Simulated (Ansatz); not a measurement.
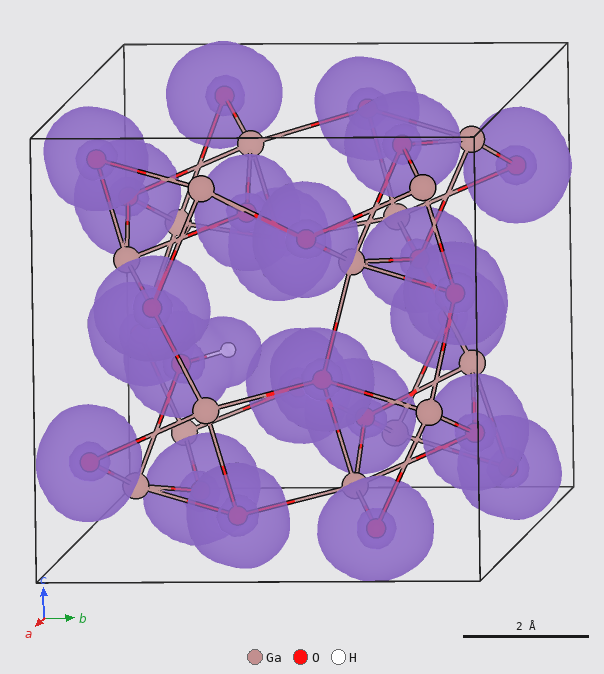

*Ga₁₅HO₂₄ (cell charge −1, with a compensating background) (cell with a defect). Isosurface of the ELF at 0.65 (purple), seen slightly off an axis. Core shells and regions of very low density are left out. Sticks mark near contacts.*

Spin-polarised.

All numbers below come from DFT PBE, scalar-relativistic, plane waves, PAW in Ansatz 0.2.0.

In a PAW calculation such maps are meaningful between the atoms, not at the nuclei.

Describe the localisation domains.

The ELF exceeds this value in 23 regions wrapped around O (the valence shell of each) and one joined region spread over several atoms (H, O), in which their bonds and any lone pairs are merged, counted in one cell of 40 atoms. Any copies at cell faces, edges or corners count once.

Values along the shortest contacts:
O–H (0.98 Å): the ELF climbs to about 1 towards the hydrogen, as it does in any bond to H (a covalent bond by its length). Ga–O (1.87 Å): the ELF peaks at about 0.80 in the valence shell of O, 0.6 Å from its nucleus, and is about 0.40 at the midpoint.
